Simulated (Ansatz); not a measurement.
## Energy of Cu along an even scaling of the cell

System: Cu (Fm-3m, 1 atom in the cell).
Method: Kohn-Sham DFT of a periodic cell, r2SCAN, Ansatz PAW, no spin polarisation (Ansatz 0.2.0).

The 5 runs differ only in the geometry, by an even scaling of the cell at fixed fractional positions. The structure derives from an entry of the Crystallography Open Database.

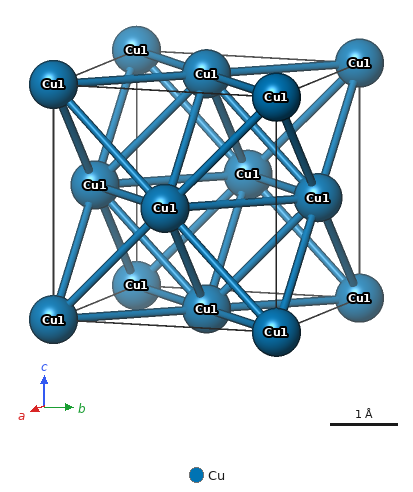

Figure 1. The structure of run 3 (ball-and-stick view of the cell 4 times as large as that of the calculation, set on its symmetry axes, seen slightly off an axis; atoms are numbered from 1 in the order of the input).

### Input of run 3
```yaml
crystal:
  lattice:
    - [0.0, 1.795368762, 1.795368762]
    - [1.795368762, 0.0, 1.795368762]
    - [1.795368762, 1.795368762, 0.0]
  atoms:
    - { symbol: Cu, position: [0.0, 0.0, 0.0] }
hamiltonian:
  xc: r2scan
  pseudopotentials: { kind: paw }
kpoints:
  mp_grid: { grid: [13, 13, 13] }
scf:
  occupations: { method: fermi_dirac, width: 0.05 }
output:
  forces: true
  stress: true
  eigenvalues: true
```

Command:
```bash
ansatz run input.yaml --threads 2 --pin off --max-ram 5632MiB --backend cpu --events-out ev --progress --plain --runs-dir out
```

Run 4 differs from it as follows:
```diff
-    - [0.0, 1.795368762, 1.795368762]
-    - [1.795368762, 0.0, 1.795368762]
-    - [1.795368762, 1.795368762, 0.0]
+    - [0.0, 1.8194705475, 1.8194705475]
+    - [1.8194705475, 0.0, 1.8194705475]
+    - [1.8194705475, 1.8194705475, 0.0]
```

### Results, with one run withheld

```csv
run,volume per atom (Å³),"free energy per atom, from the lowest run given (meV)",pressure (GPa)
1,11.102,4.77,5.16
2,11.338,0.00,1.37
3,11.574,0.49,−1.97
4,12.047,?,?
5,12.283,27.59,−9.79
```

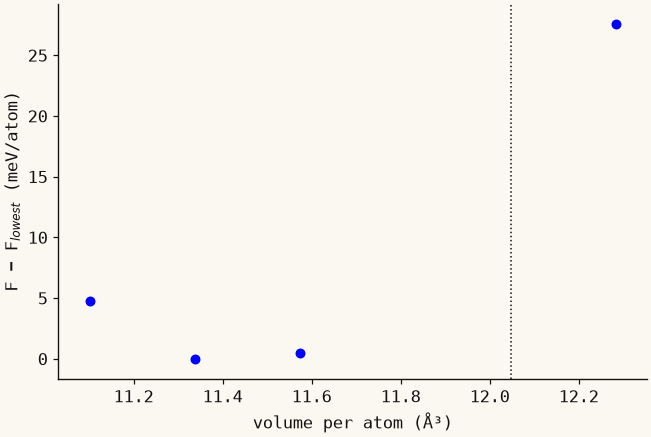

Figure 2. Free energy per atom of the runs given; the dotted line marks run 4.

What should run 4 give?

A quadratic polynomial in V^(−2/3) (the Birch–Murnaghan form), fitted to the 4 runs given, misses them by at most 0.05 meV per atom. With x = V^(−2/3) − 0.19559 Å⁻², it reads F = 0.3041 − 947.58 x + 3.3248e+05 x² (meV per atom). At run 4 it gives 14.67 meV per atom, and the run itself gives 14.80. The slope of the fit gives a pressure −dF/dV of −7.55 GPa there, and the run prints −7.51 GPa. The fit has its minimum at 11.435 Å³ per atom, where V d²F/dV² gives 161 GPa: the bulk modulus at this level, since symmetry fixes the shape and the positions.

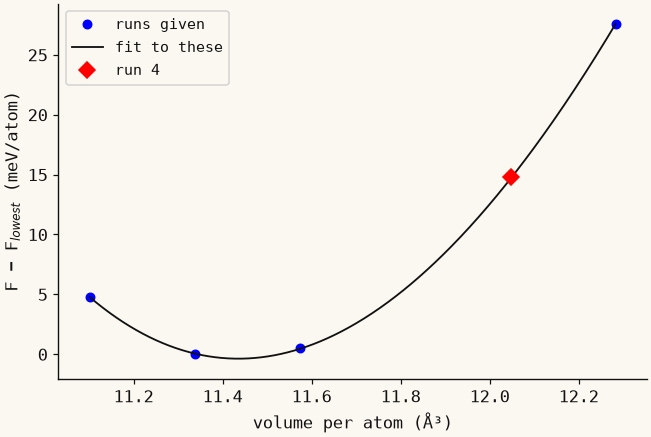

Figure 3. The fit and the withheld run.

### Output, shortened to warnings, some set-up lines, iterations and results (run 4)
```
Basis set: ecut = 500 eV, 331 PW (Γ), exchange–correlation on 80×80×80 points (64 copies of the dense FFT grid, shifted against one another)
Symmetry: 48 space group operations
k-points: 84 of 2197
Initial density: superposition of atomic densities (neutral atoms: chi_scale 0, normalization atom), corrected by the library's trained network
[...]
SCF iter   1: F=—  HF=-6631.243573 eV  |F-HF|=—  |Δ(HF+E_count)|=         —  Δρ=3.96e-2  dr2=1.04e-1  dr2_τ=8.95e-4  ethr=1.77e-3  ⟨swp⟩=5.7  Hψ=5923  notcnv=0
SCF iter   2: F=—  HF=-6631.257139 eV  |F-HF|=—  |Δ(HF+E_count)|=   1.36e-2  Δρ=4.02e-2  dr2=1.06e-1  dr2_τ=1.08e-3  ethr=5.46e-4  ⟨swp⟩=2.8  Hψ=2759  notcnv=0  defer=22
SCF iter   3: F=—  HF=-6631.225025 eV  |F-HF|=—  |Δ(HF+E_count)|=   3.21e-2  Δρ=2.52e-3  dr2=4.41e-4  dr2_τ=4.69e-6  ethr=5.46e-4  ⟨swp⟩=2.2  Hψ=2047  notcnv=0  defer=22
SCF iter   4: F=—  HF=-6631.224965 eV  |F-HF|=—  |Δ(HF+E_count)|=   5.94e-5  Δρ=6.79e-4  dr2=4.06e-5  dr2_τ=8.86e-7  ethr=2.32e-6  ⟨swp⟩=2.8  Hψ=1972  notcnv=0  defer=22
SCF iter   5: F=—  HF=-6631.224962 eV  |F-HF|=—  |Δ(HF+E_count)|=   3.43e-6  Δρ=1.41e-4  dr2=1.62e-6  dr2_τ=2.59e-8  ethr=2.14e-7  ⟨swp⟩=2.1  Hψ=1549  notcnv=0  defer=22
SCF iter   6: F=-6631.224966 eV  HF=-6631.224966 eV  |F-HF|=1.07e-8  |Δ(HF+E_count)|=   3.49e-6  Δρ=1.69e-5  dr2=2.13e-8  dr2_τ=4.62e-10  ethr=5.26e-10  ⟨swp⟩=4.5  Hψ=5543  …
SCF 1 converged in 6 iterations: F = -6631.224966 eV  dr2 = 2.13e-8
SCF converged after 6 iterations
Free energy (F): -6631.224966 eV
Harris-Foulkes:  -6631.224966 eV  (|F-HF|=1.07e-8)
Internal energy: -6631.222246 eV  (E = F + TS)
E sigma→0 (E₀):  -6631.223606 eV
Entropy (-TS):   -0.002720 eV (-2.720 meV/atom)
Fermi energy:    16.318700 eV
--- Per-component energies (eV) ---
  E_band       = -393.244366
  E_kinetic    = 299.367922
  E_local      = -4097.390945  (includes V_loc(G=0)·N_el)
  E_nonlocal   = 395.844254
  E_hartree    = 1808.169414
  E_xc         = -83.453258
  E_vxc        = -124.138257  (∫ρ·V_xc dr)
  E_paw        = -1678.692789  (= ΣΔE_a)
  E_vpaw       = -492.207359  (= ΣTr[D̂ρ^β])
  E_aug_tail   = 0.000138  (compensation charges beyond the density's cutoff)
  E_vtau       = 8.928895  (kinetic-family band-sum trace: ∫τ·v_τ [+ j·A + Jᵃ·Aᵃ] dr)
  E_ewald      = -3274.765873
  E_core_change = -0.301108  (= ΣΔE_core)
  E_smearing   = -0.002720  (= −TS)
  E_closure    = -0.000000  (closes the sum)
  Σ components = -6631.224966   (vs F -6631.224966, Δ=0.00e0)
--- Forces (eV/Å), atoms counted from 1 ---
  atom   1  Cu    -0.00000000     0.00000000     0.00000000
  max |Σ_I F_I| component: 1.31e-31 eV/Å
--- Stress (GPa, compression-positive) ---
       -7.508380       0.000000       0.000000
        0.000000      -7.508380       0.000000
       -0.000000       0.000000      -7.508380
  P = ⅓ Tr σ = -7.5084 GPa (-75.084 kbar)
```
